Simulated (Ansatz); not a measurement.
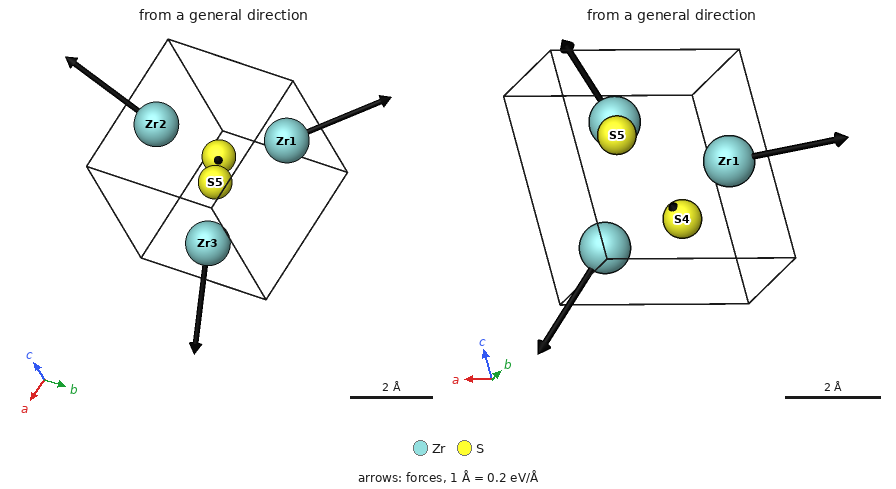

The figure gives a spheres-only picture of the atoms, viewed from two general directions. Thin lines show the simulation cell, with boundary atoms drawn in all their periodic places. The arrows are the computed forces on the atoms.

System: Zr₃S₂. Results below were computed with DFT PBE, scalar-relativistic, plane waves, PAW in Ansatz 0.2.0; the settings were wavefunction cutoff 420 eV, k-point mesh 12×12×12, Gaussian smearing of 0.15 eV, no spin polarisation.

Q: Are the forces small enough to call this converged?

A: No. The atoms still feel forces of up to about 0.46 eV/Å, far above a usual threshold of 0.01 to 0.03 eV/Å.

Q: Which atom is furthest from force balance?

A: All Zr atoms, about 0.46 eV/Å.

The structure comes from a structure listed in the Materials Project. The cell was then strained or its atoms displaced on purpose. A calculation with Ansatz used it as input.
